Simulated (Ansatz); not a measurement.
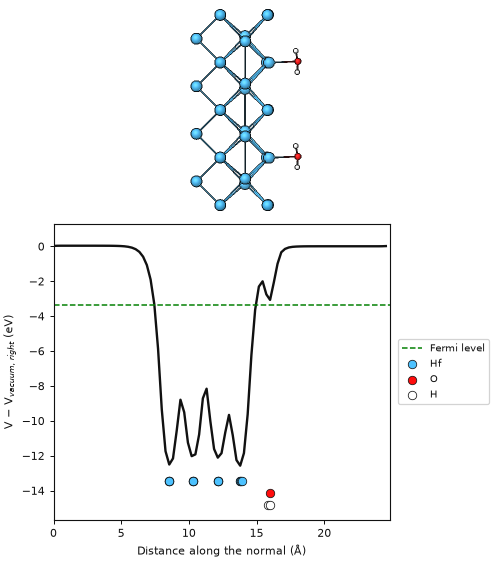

Plane-averaged electrostatic potential energy of an electron across the slab; circles at the bottom mark the heights of the atoms. The structure is drawn too.

The material is a (100) slab cut from Hf (Im-3m), of composition Hf16H2O (not the bulk's), ended by Hf planes, 19 atoms in the cell, the whole at its places in the relaxed adsorbed structure.

Level of theory: DFT PBE+D3(BJ), scalar-relativistic, plane waves, PAW, no spin polarisation, 3×3×1 k mesh, Gaussian smearing of 0.1 eV; code Ansatz.

What is the work function?

Answer. The work function is 3.38 eV, the same on both faces. The two vacuum levels agree, so the slab has no net dipole along its normal.

How thick are slab and vacuum?

Answer. The outermost atoms are 7.5 Å apart, which leaves 17.4 Å of vacuum in a cell 24.8 Å high.

The atoms aren't at rest in this cell (largest force 0.4 eV/Å), so the relaxed material can differ. Spin-orbit coupling is left out, which matters for Hf.
